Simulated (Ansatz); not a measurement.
## Geometry relaxation of WS2

System: WS2 (P6₃/mmc, 6 atoms in the cell).
Method: DFT, PBE, dispersion d3bj, plane waves, PAW, no spin polarisation (Ansatz 0.2.0).

The structure derives from an entry of the Crystallography Open Database.

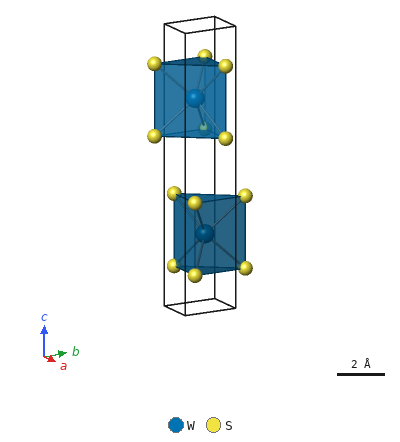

Fig. 1: The structure as given in the input (polyhedral view of the cell of the calculation, seen slightly off an axis; polyhedra are completed across the faces of the cell).

## Input
```yaml
crystal:
  lattice:
    - [3.1537259763, 0.0, 0.0]
    - [-1.5768629882, 2.7312068121, 0.0]
    - [0.0, 0.0, 12.2798407624]
  atoms:
    - { symbol: W, position: [0.3333333333, 0.6666666667, 0.25] }
    - { symbol: W, position: [0.6666666667, 0.3333333333, 0.75] }
    - { symbol: S, position: [0.3333333333, 0.6666666667, 0.621710539] }
    - { symbol: S, position: [0.6666666667, 0.3333333333, 0.121710539] }
    - { symbol: S, position: [0.3333333333, 0.6666666667, 0.878289461] }
    - { symbol: S, position: [0.6666666667, 0.3333333333, 0.378289461] }
basis:
  ecutwfc: 420
kpoints:
  mp_grid: { grid: [6, 6, 1] }
hamiltonian:
  xc: pbe
  dispersion: d3bj
scf:
  occupations: { method: fixed }
output:
  forces: true
  stress: true
  eigenvalues: true
relax:
  adjacent_minimum: "off"
  f_tol: 0.001
  max_steps: 60
  cell: { stress_tol: 0.01 }
```

Hardware: 1 thread of Arm Neoverse V2, 24 GiB of memory available, shared host.

Launch command:
```bash
ansatz run input.yaml --threads 1 --pin off --max-ram 2560MiB --backend cpu --events-out ev --progress --plain --runs-dir out
```

## What the program printed
```
Engine: ansatz 0.2.0, aarch64-unknown-linux-gnu
Pseudopotentials: kind: paw
Pseudopotential: W, paw, valence charge 14, recommended cutoff 420 eV (normal), W.paw.azcp
Pseudopotential: S, paw, valence charge 6, recommended cutoff 420 eV (normal), S.paw.azcp
Functional definition: PBE
  parameter kappa = 0.804
  parameter beta = 0.06672455060314922
  exchange = pbe_x(kappa = kappa, mu = beta*pi^2/3)
  correlation = pbe_c(beta = beta)
Crystal: 6 atoms, lattice volume = 105.772 Å³
Basis set: ecut = 420 eV, 2045 PW (Γ), exchange–correlation on 48×48×180 points (8 copies of the dense FFT grid, shifted against one another)
Bands: 32, of which v1, the nominal top of the filled ones, is band 26 counted from 1 (25 counted from 0)
Symmetry: 24 space group operations
Space group: P63/mmc (ITA 194), of the structure as read, at distance tolerance 4.7e-5 Å
k-points: 7 of 36
Non-local potential: W, projectors of the file, l = 0: 3, l = 1: 2, l = 2: 2, l = 3: 1
Non-local potential: S, projectors of the file, l = 0: 2, l = 1: 2, l = 2: 2
PAW form: soft (Blöchl's): semilocal exchange-correlation on the pseudo side does not see the compensation charge
PAW one-centre angular grid: W, 590 points (default); XC on 64 Gauss nodes
PAW one-centre angular grid: S, 110 points (default); XC on 64 Gauss nodes
Initial density: superposition of atomic densities (neutral atoms: chi_scale 0, normalization atom), corrected by the library's trained network
Initial wavefunctions: pseudopotential atomic-orbital guess
Functional: x = pbe(κ = 0.804, μ = 0.2195149727645171), c = pbe(β = 0.06672455060314922)
SCF iter   1: F=—  HF=-24385.270265 eV  |F-HF|=—  |Δ(HF+E_count)|=         —  Δρ=5.16e-3  dr2=1.18e-2  ethr=1.77e-3  ⟨swp⟩=5.0  Hψ=905  notcnv=0  defer=19
preconditioner: auto → Resta (q_TF=auto, 2.424 Å⁻¹)  ε∞=7.6  [insulator: Δε(μ)=0.950 eV  Ē_g=8.444 eV  n_scr=26 (ndim 8)  ℏωp=21.7 eV  f_vac=0.015  ε∞_Penn≈7.6]
SCF iter   2: F=—  HF=-24385.275536 eV  |F-HF|=—  |Δ(HF+E_count)|=   5.27e-3  Δρ=2.84e-3  dr2=2.35e-3  ethr=2.27e-5  ⟨swp⟩=2.0  Hψ=369  notcnv=0  defer=26
SCF iter   3: F=—  HF=-24385.279666 eV  |F-HF|=—  |Δ(HF+E_count)|=   4.13e-3  Δρ=9.51e-4  dr2=4.07e-4  ethr=4.52e-6  ⟨swp⟩=2.1  Hψ=329  notcnv=0  defer=28
SCF iter   4: F=—  HF=-24385.280133 eV  |F-HF|=—  |Δ(HF+E_count)|=   4.67e-4  Δρ=8.01e-5  dr2=7.70e-6  ethr=7.82e-7  ⟨swp⟩=2.0  Hψ=338  notcnv=0  defer=26
SCF iter   5: F=—  HF=-24385.280263 eV  |F-HF|=—  |Δ(HF+E_count)|=   1.30e-4  Δρ=1.92e-5  dr2=3.71e-7  ethr=1.48e-8  ⟨swp⟩=2.0  Hψ=325  notcnv=0  defer=9
SCF iter   6: F=-24385.280263 eV  HF=-24385.280263 eV  |F-HF|=1.68e-8  |Δ(HF+E_count)|=   1.91e-7  Δρ=5.41e-6  dr2=3.71e-8  ethr=1.92e-10  ⟨swp⟩=10.0  Hψ=1103  notcnv=0
SCF 1 converged in 6 iterations: F = -24385.280263 eV  dr2 = 3.71e-8
  greatest PAW one-centre occupation: 1.000 electrons in one spin orbital (limit 2), on the W atom at site 1 (counted from 0), in its partial waves of l = 0
relax step   1: F+E_penalty+E_count = -24385.28026338 eV  Δ(F+E_penalty+E_count) = +0.000e0 eV  max|allowed force component| = 1.282e-3 eV/Å  Δτ_max = 0.0000 Å  P = -0.002 GPa  Ω = 105.772 Å³  (6 SCF iters, dr2 threshold 1.00e-7 eV, accepted)
Crystal: 6 atoms, lattice volume = 105.777 Å³
Initial density: handed on by an earlier stage of this run
Initial wavefunctions: those handed on with the density
iter 1 solved again at ethr=3.04e-9 eV; its pass at ethr=3.10e-3 eV (dr2=1.58e-6 eV) is discarded
SCF iter   1: F=—  HF=-24385.280133 eV  |F-HF|=—  |Δ(HF+E_count)|=         —  Δρ=2.14e-5  dr2=1.24e-6  ethr=3.04e-9  ⟨swp⟩=3.0  Hψ=961  notcnv=0  defer=8
preconditioner: auto → Resta (q_TF=auto, 2.424 Å⁻¹)  ε∞=7.6  [insulator: Δε(μ)=0.953 eV  Ē_g=8.461 eV  n_scr=26 (ndim 8)  ℏωp=21.7 eV  f_vac=0.013  ε∞_Penn≈7.6]
SCF iter   2: F=—  HF=-24385.280262 eV  |F-HF|=—  |Δ(HF+E_count)|=   1.28e-4  Δρ=1.20e-5  dr2=1.85e-7  ethr=2.39e-9  ⟨swp⟩=2.0  Hψ=271  notcnv=0  defer=8
SCF iter   3: F=—  HF=-24385.280262 eV  |F-HF|=—  |Δ(HF+E_count)|=   2.95e-8  Δρ=5.05e-6  dr2=6.48e-8  ethr=3.55e-10  ⟨swp⟩=2.1  Hψ=309  notcnv=0  defer=8
SCF iter   4: F=—  HF=-24385.280262 eV  |F-HF|=—  |Δ(HF+E_count)|=   7.96e-9  Δρ=1.28e-6  dr2=2.10e-9  ethr=1.25e-10  ⟨swp⟩=2.0  Hψ=302  notcnv=0  defer=8
SCF iter   5: F=-24385.280262 eV  HF=-24385.280262 eV  |F-HF|=3.64e-11  |Δ(HF+E_count)|=  9.39e-10  Δρ=2.62e-7  dr2=6.87e-11  ethr=1.75e-12  ⟨swp⟩=8.3  Hψ=1086  notcnv=0
SCF 2 converged in 5 iterations: F = -24385.280262 eV  dr2 = 6.87e-11
relax step   2: F+E_penalty+E_count = -24385.28026164 eV  Δ(F+E_penalty+E_count) = +1.733e-6 eV  max|allowed force component| = 1.670e-3 eV/Å  Δτ_max = 0.0000 Å  P = -0.007 GPa  Ω = 105.777 Å³  energy of the carried Pulay correction = -9.261e-7 eV  (5 SCF iters, dr2 threshold 9.09e-10 eV, rejected (line search))
Crystal: 6 atoms, lattice volume = 105.768 Å³
iter 1 solved again at ethr=1.80e-9 eV; its pass at ethr=3.10e-3 eV (dr2=9.35e-7 eV) is discarded
SCF iter   1: F=—  HF=-24385.280136 eV  |F-HF|=—  |Δ(HF+E_count)|=         —  Δρ=1.43e-5  dr2=7.60e-7  ethr=1.80e-9  ⟨swp⟩=3.0  Hψ=941  notcnv=0
SCF iter   2: F=—  HF=-24385.280265 eV  |F-HF|=—  |Δ(HF+E_count)|=   1.29e-4  Δρ=7.26e-6  dr2=8.19e-8  ethr=1.46e-9  ⟨swp⟩=2.0  Hψ=286  notcnv=0
SCF iter   3: F=—  HF=-24385.280265 eV  |F-HF|=—  |Δ(HF+E_count)|=   1.71e-8  Δρ=2.95e-6  dr2=2.21e-8  ethr=1.57e-10  ⟨swp⟩=2.1  Hψ=298  notcnv=0
SCF iter   4: F=—  HF=-24385.280265 eV  |F-HF|=—  |Δ(HF+E_count)|=   4.26e-9  Δρ=7.54e-7  dr2=6.87e-10  ethr=4.24e-11  ⟨swp⟩=2.0  Hψ=311  notcnv=0
SCF iter   5: F=—  HF=-24385.280265 eV  |F-HF|=—  |Δ(HF+E_count)|=  2.91e-11  Δρ=1.96e-7  dr2=6.56e-11  ethr=1.32e-12  ⟨swp⟩=2.0  Hψ=342  notcnv=0
SCF iter   6: F=—  HF=-24385.280265 eV  |F-HF|=—  |Δ(HF+E_count)|=  1.46e-11  Δρ=3.88e-8  dr2=2.89e-12  ethr=1.00e-12  ⟨swp⟩=1.0  Hψ=216  notcnv=0
SCF iter   7: F=-24385.280265 eV  HF=-24385.280265 eV  |F-HF|=0.00e0  |Δ(HF+E_count)|=  7.28e-12  Δρ=1.57e-8  dr2=3.79e-13  ethr=1.00e-12  ⟨swp⟩=8.6  Hψ=1176  notcnv=0
SCF 3 converged in 7 iterations: F = -24385.280265 eV  dr2 = 3.79e-13
relax step   3: F+E_penalty+E_count = -24385.28026484 eV  Δ(F+E_penalty+E_count) = -1.462e-6 eV  max|allowed force component| = 2.798e-4 eV/Å  Δτ_max = 0.0000 Å  P = +0.002 GPa  Ω = 105.768 Å³  energy of the carried Pulay correction = +6.821e-7 eV  (7 SCF iters, accepted)
Initial wavefunctions: pseudopotential atomic-orbital guess (no wavefunctions were taken with the density)
iter 1 solved again at ethr=1.30e-7 eV; its pass at ethr=3.10e-3 eV (dr2=6.74e-5 eV) is discarded
SCF iter   1: F=—  HF=-24385.280135 eV  |F-HF|=—  |Δ(HF+E_count)|=         —  Δρ=1.14e-6  dr2=1.20e-9  ethr=1.30e-7  ⟨swp⟩=3.3  Hψ=1479  notcnv=0  defer=28
eigensolver tolerance schedule: the retry pair's looser diagonalisation over-reported the residual by 56359.78 of it (diagonalisation noise at an unbounded share of the residual, at the tolerance the schedule requests for it); recorded, not acted on — ethr = c·dr2/N_el stays at c = 1.0e-1
preconditioner: auto → Resta (q_TF=auto, 2.424 Å⁻¹)  ε∞=7.6  [insulator: Δε(μ)=0.953 eV  Ē_g=8.462 eV  n_scr=26 (ndim 8)  ℏωp=21.7 eV  f_vac=0.013  ε∞_Penn≈7.6]
SCF iter   2: F=—  HF=-24385.280265 eV  |F-HF|=—  |Δ(HF+E_count)|=   1.29e-4  Δρ=6.28e-7  dr2=5.96e-10  ethr=2.30e-12  ⟨swp⟩=4.1  Hψ=653  notcnv=0  defer=18
SCF iter   3: F=—  HF=-24385.280265 eV  |F-HF|=—  |Δ(HF+E_count)|=  8.37e-11  Δρ=3.72e-7  dr2=1.41e-10  ethr=1.15e-12  ⟨swp⟩=1.7  Hψ=228  notcnv=0  defer=18
SCF iter   4: F=—  HF=-24385.280265 eV  |F-HF|=—  |Δ(HF+E_count)|=  2.18e-11  Δρ=2.60e-7  dr2=6.22e-11  ethr=1.00e-12  ⟨swp⟩=1.0  Hψ=216  notcnv=0  defer=18
SCF iter   5: F=—  HF=-24385.280265 eV  |F-HF|=—  |Δ(HF+E_count)|=    0.00e0  Δρ=1.57e-7  dr2=2.13e-11  ethr=1.00e-12  ⟨swp⟩=1.0  Hψ=216  notcnv=0  defer=18
SCF iter   6: F=—  HF=-24385.280265 eV  |F-HF|=—  |Δ(HF+E_count)|=  3.64e-12  Δρ=1.32e-7  dr2=1.63e-11  ethr=1.00e-12  ⟨swp⟩=1.0  Hψ=216  notcnv=0  defer=18
SCF iter   7: F=—  HF=-24385.280265 eV  |F-HF|=—  |Δ(HF+E_count)|=  1.46e-11  Δρ=1.27e-7  dr2=1.47e-11  ethr=1.00e-12  ⟨swp⟩=1.0  Hψ=216  notcnv=0  defer=18
SCF iter   8: F=-24385.280265 eV  HF=-24385.280265 eV  |F-HF|=0.00e0  |Δ(HF+E_count)|=  7.28e-12  Δρ=4.43e-8  dr2=2.03e-12  ethr=1.00e-12  ⟨swp⟩=9.9  Hψ=1229  notcnv=0
SCF 4 converged in 8 iterations: F = -24385.280265 eV  dr2 = 2.03e-12
relax step   4: F+E_penalty+E_count = -24385.28026484 eV  Δ(F+E_penalty+E_count) = +7.276e-12 eV  max|allowed force component| = 2.799e-4 eV/Å  Δτ_max = 0.0000 Å  P = +0.002 GPa  Ω = 105.768 Å³  stress off target by 3.01e-3 GPa  SCF on the basis re-selected at this cell (its energy is not comparable with the rows above)  (8 SCF iters)
```

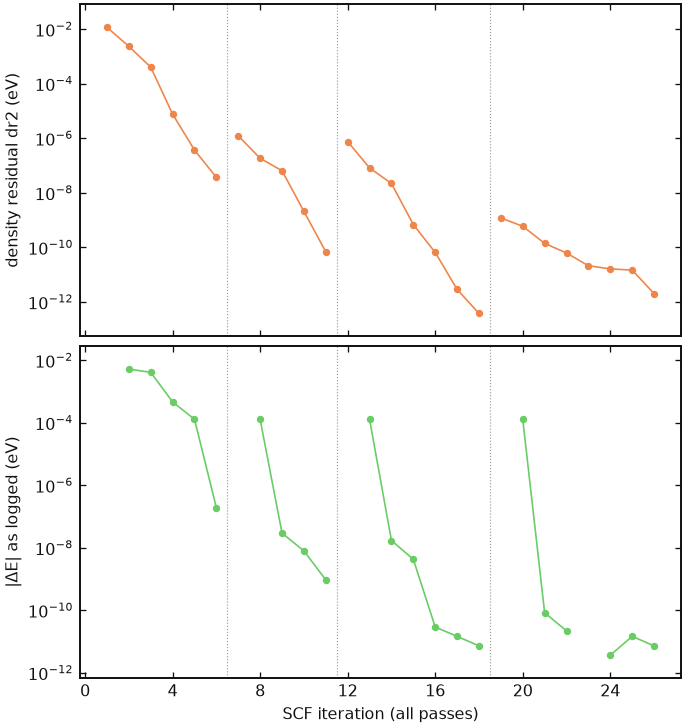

Fig. 2: Convergence of the self-consistent field: density residual dr2 and size of the energy change against the SCF iteration. The dotted lines part the SCF passes of the relaxation: geometry steps, rejected trials and re-solves on a re-selected basis. The passes take 6, 5, 7 and 8 iterations.

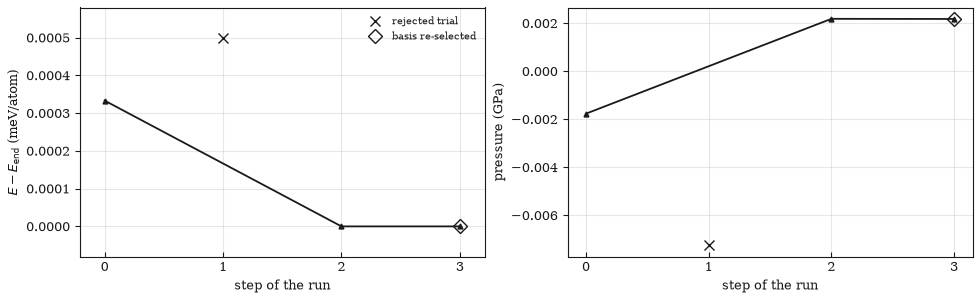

Fig. 3: Progress of the relaxation, step by step (the first geometry is step 0 here and step 1 in the log). The energy falls by next to nothing (0.0 meV per atom) in 2 geometry steps. Largest force component: 0.0013 eV/Å at the start, 0.00028 eV/Å at the end. Pressure: 0.00 GPa at the start and 0.00 GPa at the end. The line search rejected the trial step at point 1 (counted from 0) and went back. No atom moves by more than 0.005 Å. The lattice vectors keep their values. The space group stays P6_3/mmc (No. 194). A last SCF at the same geometry on a re-selected plane-wave basis shifts the energy by next to nothing (0.0 meV per atom). (Atoms are counted from 1 in the order of the input.)

```
basis re-selected at this cell: Δ(F+E_penalty+E_count) = +7.276e-12 eV, ΔP = -0.000 GPa vs the last step (what re-selecting the basis moved, of the pressure what is left beyond the Pulay correction that the steps carried, after the strain that the cell walked since its last selection, with what the two solves' SCF thresholds leave and, on support functions, any second-order correction that the steps lacked; it is no measure of the basis error at this ecutwfc). This SCF's stress stands 3.01e-3 GPa from its target on what of the cell is left free (relax.cell.stress_tol is 1.00e-2 GPa) and its largest allowed force component is 2.80e-4 eV/Å (relax.f_tol is 1.00e-3 eV/Å): within both
SCF converged after 8 iterations
Free energy (F): -24385.280265 eV
Harris-Foulkes:  -24385.280265 eV  (|F-HF|=0.00e0)
Internal energy: -24385.280265 eV  (E = F + TS)
E sigma→0 (E₀):  -24385.280265 eV
Fermi energy:    11.834366 eV
--- Per-component energies (eV) ---
  E_band       = -366.860969
  E_kinetic    = 1334.640382
  E_local      = -3451.922996  (includes V_loc(G=0)·N_el)
  E_nonlocal   = 114.773818
  E_hartree    = 1368.590903
  E_xc         = -925.185862
  E_vxc        = -831.263763  (∫ρ·V_xc dr)
  E_paw        = -19526.338119  (= ΣΔE_a)
  E_vpaw       = -270.270051  (= ΣTr[D̂ρ^β])
  E_aug_tail   = -0.000128  (compensation charges beyond the density's cutoff)
  E_ewald      = -3297.258381
  E_disp       = -2.579882  (pairwise vdW)
  E_smearing   = -0.000000  (= −TS)
  E_closure    = -0.000000  (closes the sum)
  Σ components = -24385.280265   (vs F -24385.280265, Δ=0.00e0)
--- Forces (eV/Å), atoms counted from 1 ---
  atom   1  W      0.00000000    -0.00000000    -0.00000000
  atom   2  W      0.00000000     0.00000000     0.00000000
  atom   3  S     -0.00000000    -0.00000000    -0.00027986
  atom   4  S     -0.00000000     0.00000000    -0.00027986
  atom   5  S      0.00000000    -0.00000000     0.00027986
  atom   6  S     -0.00000000     0.00000000     0.00027986
  max |Σ_I F_I| component: 2.31e-18 eV/Å
--- Stress (GPa, compression-positive) ---
        0.003006      -0.000000      -0.000000
        0.000000       0.003006      -0.000000
       -0.000000      -0.000000       0.000520
  P = ⅓ Tr σ = 0.0022 GPa (0.022 kbar)
--- Band table (eV; the first three rows and the last of 7) ---
  k-point 0: bands = ["-62.7094", "-62.7094", "-27.0121", "-27.0120", "-26.8266", "-26.8266", "-26.8266", "-26.8266", "-3.8003", "-3.5531", "-2.2777", "-1.8135", "4.1744", "5.2716", "7.9494", "8.3734", "8.3734", "8.3887", "8.3887", "9.6035", "9.6035", "9.6612", "9.6612", "10.3549", "10.5882", "11.8344", "14.1374", "14.1374", "14.1492", "14.1492", "14.1721", "14.1721"]
  k-point 1: bands = ["-62.7047", "-62.7047", "-26.9951", "-26.9950", "-26.9201", "-26.9201", "-26.8484", "-26.8483", "-3.3435", "-3.0985", "-2.0789", "-1.6687", "4.7059", "5.7854", "7.3338", "7.3687", "7.4002", "8.3583", "8.7948", "8.8364", "8.9758", "9.0488", "9.5123", "10.3826", "10.5602", "10.9832", "13.3900", "13.8181", "13.9925", "14.0685", "14.0711", "14.3054"]
  k-point 2: bands = ["-62.6951", "-62.6951", "-27.1027", "-27.1027", "-26.9608", "-26.9608", "-26.8915", "-26.8915", "-2.2509", "-2.0442", "-1.6086", "-1.3503", "5.1417", "5.5129", "6.2817", "6.3316", "6.7574", "7.0443", "8.0902", "8.1770", "8.9376", "9.5356", "9.5782", "9.7155", "9.7841", "10.0857", "13.4789", "13.7412", "13.9139", "14.2702", "14.6048", "15.4176"]
  k-point 6: bands = ["-62.6879", "-62.6879", "-27.0997", "-27.0997", "-27.0641", "-27.0641", "-26.9351", "-26.9351", "-1.1310", "-1.1310", "-1.0680", "-1.0680", "5.2491", "5.4231", "5.7124", "5.7124", "6.5023", "6.7677", "7.2935", "7.2935", "7.6769", "7.6769", "8.9059", "8.9059", "11.0833", "11.3011", "13.1419", "13.1419", "13.8436", "15.1113", "15.1469", "15.1469"]
--- Relaxed structure (3 steps of the walk, 2 accepted, 1 SCFs on fresh bases) ---
  F+E_penalty+E_count = -24385.28026484 eV   max|allowed force component| = 2.799e-4 eV/Å   (the final SCF, on the basis selected at the relaxed cell)
  cell:  # Å, volume = 105.7684 Å³
    - [3.1538282334846204, 2.886845123444096e-11, 3.6090745265581736e-32]
    - [-1.576914116767311, 2.731295369355847, 3.430811017802356e-21]
    - [-6.667784138270978e-34, 1.5425347065793654e-20, 12.278608962894351]
  atoms:
    - { symbol: W, position: [0.3333333333333333, 0.6666666666666666, 0.25] }
    - { symbol: W, position: [0.6666666666666667, 0.33333333333333337, 0.75] }
    - { symbol: S, position: [0.3333333333333333, 0.6666666666666666, 0.6217077514142894] }
    - { symbol: S, position: [0.6666666666666667, 0.33333333333333337, 0.12170775141428941] }
    - { symbol: S, position: [0.3333333333333333, 0.6666666666666666, 0.8782922485857106] }
    - { symbol: S, position: [0.6666666666666667, 0.33333333333333337, 0.3782922485857106] }
```

## Trajectory as extended XYZ (Å, eV, eV/Å), 4 frames, from step=1 to step=4
```
6
Lattice="3.1537 0.0000 0.0000 -1.5769 2.7312 0.0000 0.0000 0.0000 12.2798" Properties=species:S:1:pos:R:3:forces:R:3 step=1 energy=-24385.28026 pressure_GPa=-0.00
W     0.0000    1.8208    3.0700    0.0000   0.0000   0.0000
W     1.5769    0.9104    9.2099    0.0000   0.0000   0.0000
S     0.0000    1.8208    7.6345    0.0000   0.0000   0.0013
S     1.5769    0.9104    1.4946    0.0000   0.0000   0.0013
S     0.0000    1.8208   10.7853    0.0000   0.0000  -0.0013
S     1.5769    0.9104    4.6453    0.0000   0.0000  -0.0013
6
Lattice="3.1541 0.0000 0.0000 -1.5771 2.7315 0.0000 0.0000 0.0000 12.2774" Properties=species:S:1:pos:R:3:forces:R:3 step=2 energy=-24385.28026 pressure_GPa=-0.01 accepted=F
W     0.0000    1.8210    3.0693    0.0000   0.0000   0.0000
W     1.5771    0.9105    9.2080    0.0000   0.0000   0.0000
S     0.0000    1.8210    7.6330    0.0000   0.0000  -0.0017
S     1.5771    0.9105    1.4943    0.0000   0.0000  -0.0017
S     0.0000    1.8210   10.7831    0.0000   0.0000   0.0017
S     1.5771    0.9105    4.6444    0.0000   0.0000   0.0017
6
Lattice="3.1538 0.0000 0.0000 -1.5769 2.7313 0.0000 0.0000 0.0000 12.2786" Properties=species:S:1:pos:R:3:forces:R:3 step=3 energy=-24385.28027 pressure_GPa=0.00
W     0.0000    1.8209    3.0697    0.0000   0.0000   0.0000
W     1.5769    0.9104    9.2090    0.0000   0.0000   0.0000
S     0.0000    1.8209    7.6337    0.0000   0.0000  -0.0003
S     1.5769    0.9104    1.4944    0.0000   0.0000  -0.0003
S     0.0000    1.8209   10.7842    0.0000   0.0000   0.0003
S     1.5769    0.9104    4.6449    0.0000   0.0000   0.0003
6
Lattice="3.1538 0.0000 0.0000 -1.5769 2.7313 0.0000 0.0000 0.0000 12.2786" Properties=species:S:1:pos:R:3:forces:R:3 step=4 energy=-24385.28027 pressure_GPa=0.00
W     0.0000    1.8209    3.0697    0.0000   0.0000   0.0000
W     1.5769    0.9104    9.2090    0.0000   0.0000   0.0000
S     0.0000    1.8209    7.6337    0.0000   0.0000  -0.0003
S     1.5769    0.9104    1.4944    0.0000   0.0000  -0.0003
S     0.0000    1.8209   10.7842    0.0000   0.0000   0.0003
S     1.5769    0.9104    4.6449    0.0000   0.0000   0.0003
```

## Key numbers

| quantity | value |
| --- | --- |
| outcome | converged |
| space group (tolerance 0.01 Å) | P6₃/mmc (194) |
| electrons treated | 52 |
| free energy | −24385.2803 eV |
| Fermi energy | 11.834 eV |
| gap on the k-point mesh | 0.95 eV |
| pressure | 0.00 GPa |
| final volume | 105.77 Å³ |
| largest force (length of the vector) at the end | under 0.001 eV/Å |
| final cell | a = 3.154 Å, b = 3.154 Å, c = 12.279 Å, α = 90.00°, β = 90.00°, γ = 120.00° |
| wall time | 5.9 s |
| peak memory | 0.35 GiB |

Settings chosen away from the usual ones: cell and atoms relaxed tightly for response. These settings are looser than, or depart from, a standard set-up, so the numbers are not reference values for this system. Spin–orbit coupling is left out, which matters for W.
